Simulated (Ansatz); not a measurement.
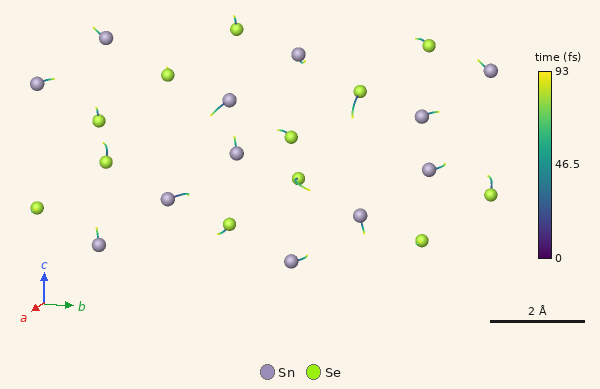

First-principles dynamics of a 16-atom cell of SnSe (set up in P4/nmm), 93 fs long. Lines trace each atom's path, coloured by time; spheres stand at the starting positions. Seen slightly off an axis in the simulation cell, with the vacuum cut short.

Computed with Ansatz, DFT PBE+D3(BJ), scalar-relativistic, plane waves, PAW. Settings: plane-wave cutoff 420 eV; k-point mesh 2 × 2 × 1; Fermi-Dirac smearing 0.155 eV; volume 1.06 times that of the relaxed crystal; Nosé-Hoover thermostat (NVT); set temperature 1800 K; time step 3 fs.

Q: What do the traces tell about the motion?

A: Root-mean-square distances from the starting positions over the second half, with the common drift of all atoms taken out: Se 0.44 Å, Sn 0.36 Å. The run lasts only 93 fs, too short to tell vibration from diffusion.

The run took 81 s on 4 threads of Intel(R) Xeon(R) 6975P-C (Granite Rapids), with other jobs on the host, peak memory 1.7 GiB.
